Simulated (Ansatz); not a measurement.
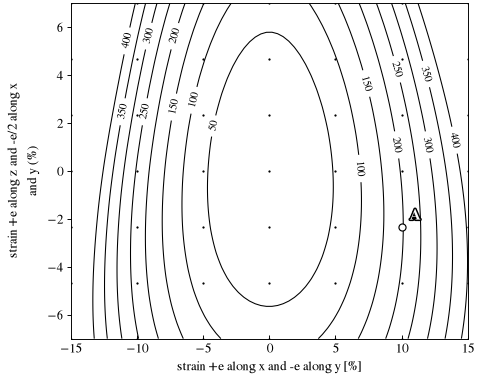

WSe2 (P-6m2, No. 187; 3 atoms in the cell). 
- The energy is mapped over two homogeneous strains (x along [1 0 0], y along [1 2 0], z along [0 0 1] of the conventional cell).
- Coordinates scanned: (1) strain +e along x and -e along y; (2) strain +e along z and -e/2 along x and y.
- Nothing is relaxed (fractional coordinates fixed).
- The scan uses a 7 × 7 grid.
- Points are written as (first, second).
- Energies are in meV/atom, from the lowest grid point.
- The band gap closes in part of the range.
- Level of theory: DFT PBE+D3(BJ), scalar-relativistic, plane waves, PAW (Ansatz). Settings: cutoff 420 eV, k-mesh 9×9×4 in the order of the run's cell vectors, gaussian smearing 0.05 eV, no spin polarisation.

Drawn: contour lines labelled in meV/atom (none above 400), dots at the grid points, the point A. Between grid points the surface is interpolated.

Question: Is A at rest? If not, where is it pushed?

Answer: A, at (10 %, −2.33 %), is not a stationary point. The computed force is 35 meV/atom for each 1 % towards smaller values of the first coordinate and nearly zero along the second coordinate.

PAW datasets: the set soft_1.
